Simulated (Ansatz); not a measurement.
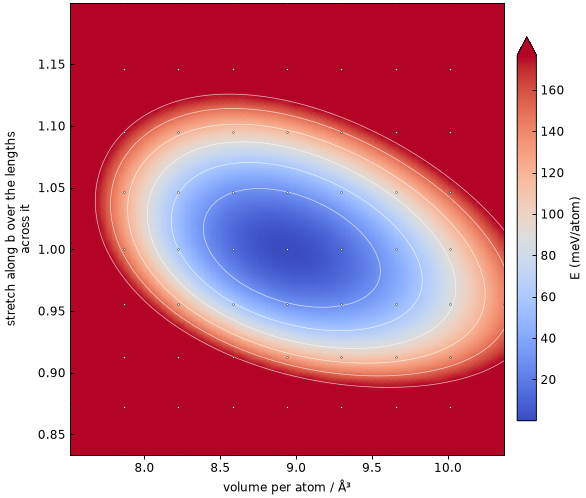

C (Fmmm, No. 69; 2 atoms in the cell). The energy is mapped over volume and the cell's shape. First axis: volume per atom. Second axis: stretch along b over the lengths across it, relative to the relaxed cell. Nothing is relaxed (fractional coordinates fixed). The grid has 9 × 9 points. Points are written as (first, second). All energies are given in meV/atom relative to the lowest grid point. The lowest point has no gap; 66 points of the grid have one on the k-mesh. Computed with Ansatz, DFT PBE+D3(BJ), scalar-relativistic, plane waves, PAW. Settings: cutoff 520 eV, k-mesh 18×18×18, gaussian smearing 0.03 eV, no spin polarisation.

The picture shows a smooth colour map with a few white contour lines, dots at the grid points, one colour for all values above the top of the scale. Between grid points the surface is interpolated.

**Where is the minimum, and how stiff is the well along each coordinate?**

The interpolated minimum is at volume per atom ≈ 8.939 Å³, the second coordinate ≈ 1.000. The curvatures there are about 0.41 eV/(Å³)² and 60 eV, with a cross term of about 1.8 eV/Å³ (per cell of 2 atoms). Round the minimum the valley is somewhat tilted: raising volume per atom shifts the best value of the second coordinate downwards (coupling k₁₂/√(k₁₁k₂₂) about 0.4).

PAW datasets: the set soft_1.
